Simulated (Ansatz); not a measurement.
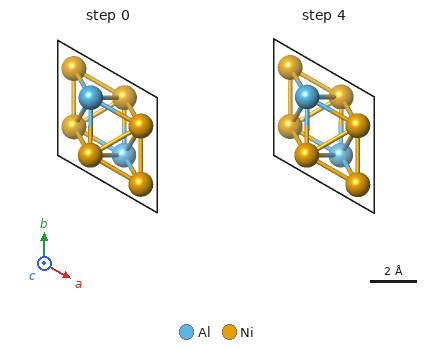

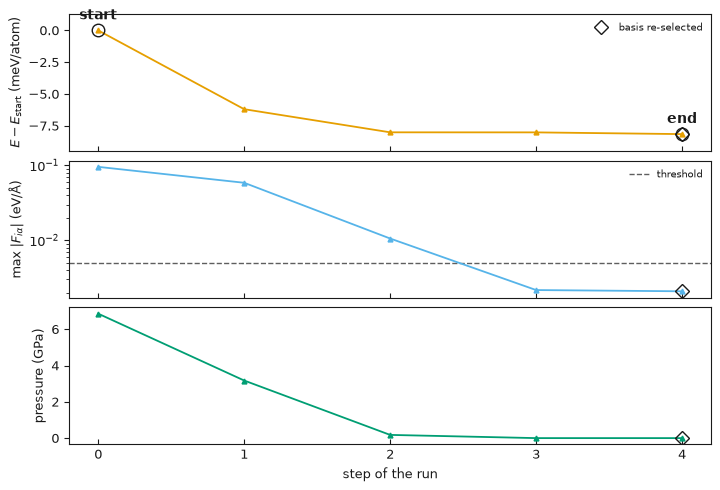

First and last geometry of a relaxation of a crystal of AlNi₃ (set up in P6_3/mmc), with the history of the run. The picture is a ball-and-stick view of the cell of the calculation, seen along the c axis.

All numbers below come from DFT PBE, scalar-relativistic, plane waves, PAW in Ansatz 0.2.0. Set-up: plane-wave cutoff 420 eV; k-point mesh 12 × 12 × 10; occupations gaussian; smearing width 0.1 eV; collinear spin; cell and atoms relaxed; force threshold 0.005 eV/Å; at most 80 steps.

> Did the run converge, and what did it change?

It converged. The atoms keep their places relative to the cell (all moves are under 0.005 Å). Cell: a = b 5.009 → 5.071 Å (+1.2 %), c 4.040 → 4.081 Å (+1.0 %). Volume +3.5 %. Some distances before and after: Ni–Ni 2.468 → 2.505 Å, Al–Ni 2.505 → 2.536 Å, Ni–Ni 2.541 → 2.567 Å, Al–Ni 2.497 → 2.522 Å. The space group stays P6_3/mmc (No. 194). After 3 accepted moves (4 points after the start) the energy has fallen by 8.2 meV per atom. Largest force component: 0.096 eV/Å at the start, 0.0021 eV/Å at the end. The pressure goes from 6.86 to 0.00 GPa. The SCF was repeated once at an unchanged geometry on a basis and grid sized afresh for the cell, which shifted the energy by 0.1 meV per atom at most. The run took 6.2 min on 2 threads of Intel(R) Xeon(R) Platinum 8259CL CPU @ 2.50GHz (Skylake/Cascade Lake), with other jobs on the host, peak memory 1.2 GiB.
